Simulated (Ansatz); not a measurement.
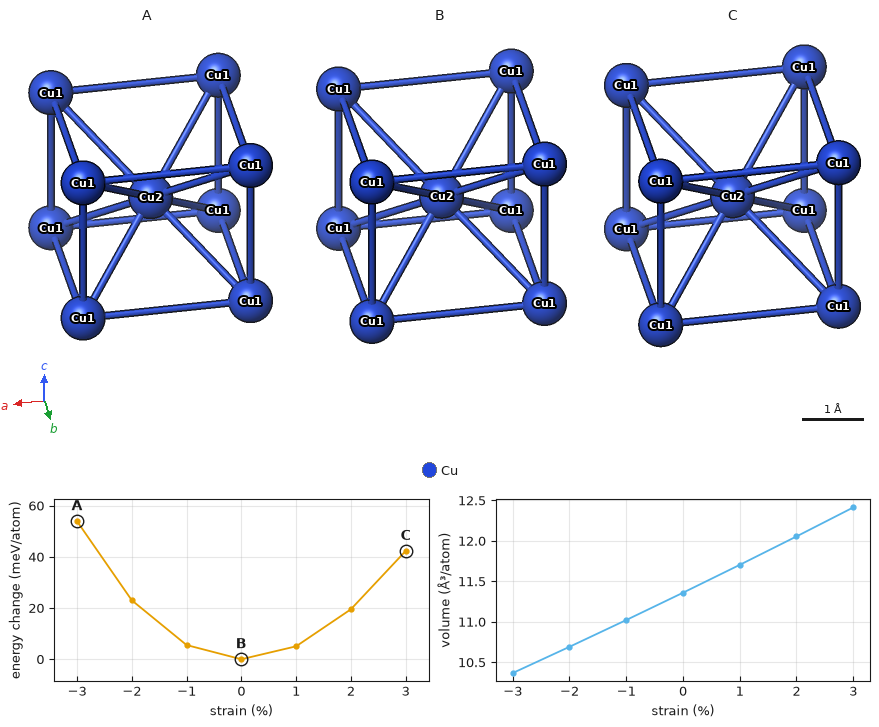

Members of a series of calculations on crystalline Cu (set up in I4/mmm), marked on the first curve. A ball-and-stick model of the cell of the calculation, seen from a free direction.

Level of theory: DFT PBEsol, scalar-relativistic, plane waves, PAW (Ansatz 0.2.0). (plane-wave cutoff 420 eV; k-point mesh 18 × 18 × 20; occupations gaussian; smearing width 0.1 eV; no spin polarisation)

> Which kind of strain is it, and how does the structure respond?

Equal strain along all axes, cell held, atoms relaxed. A (strain −3.0 %): energy change 53.9 meV/atom, volume 10.37 Å³ per atom. B (strain 0.0 %): energy change 0.0 meV/atom, volume 11.36 Å³ per atom. C (strain 3.0 %): energy change 42.3 meV/atom, volume 12.41 Å³ per atom. The rest compares A with C. The drawn cell changes as follows: a = b 2.803 → 2.977 Å (+6.2 %), c 2.638 → 2.802 Å (+6.2 %); the volume changes by +19.7 %. Some distances before and after: Cu–Cu 2.803 → 2.977 Å, Cu–Cu 2.638 → 2.802 Å, Cu–Cu 2.381 → 2.528 Å.
